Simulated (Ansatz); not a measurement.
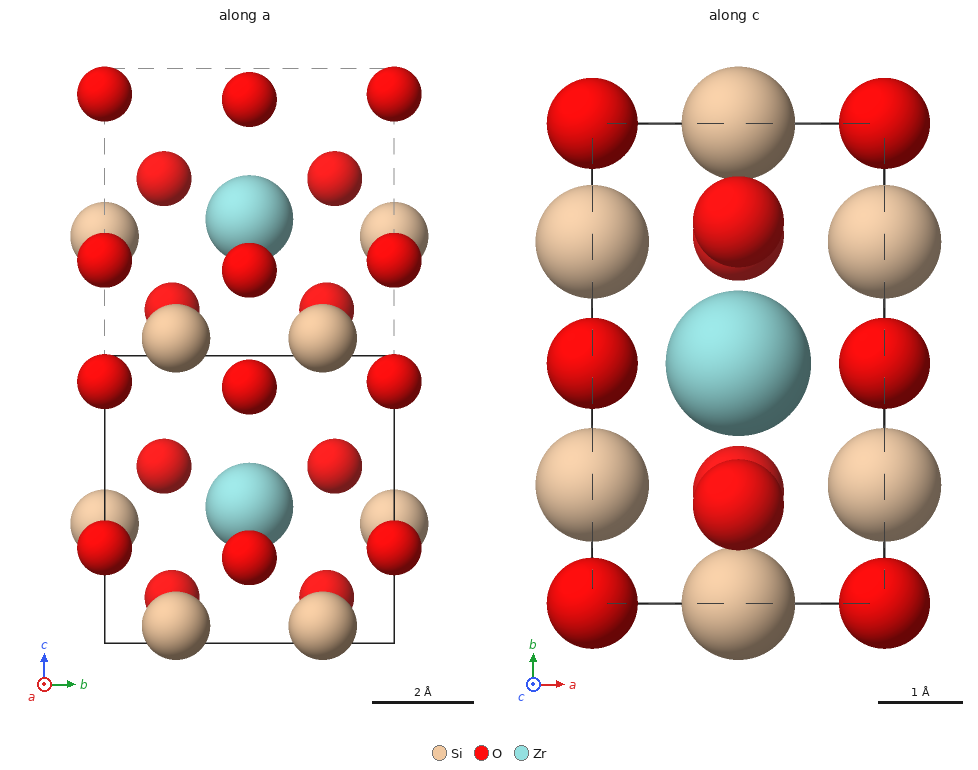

This spheres-only model is shown along the a axis and along the c axis. The conventional unit cell (solid box) is repeated to 1×1×2 cells.

ZrSi₃O₈, space group Pmm2 (No. 25), a = 3.52 Å, b = 5.78 Å, c = 5.74 Å, α = 90.00°, β = 90.00°, γ = 90.00°.

Method used: Ansatz 0.2.0, DFT, PBEsol, plane waves, PAW. It ran with a basis cut at 420 eV, k-point mesh 6×4×4, Fermi-Dirac smearing of 0.02 eV, no spin polarisation.

### Is the electronic structure metallic or gapped?

An insulator at this level, with a gap of 3.65 eV, direct.

The initial geometry was a structure type filled with these elements by a generator (whether the compound takes this form wasn't checked). It is drawn as it came out of a relaxation with Ansatz 0.2.0, DFT, PBEsol, plane waves, PAW.
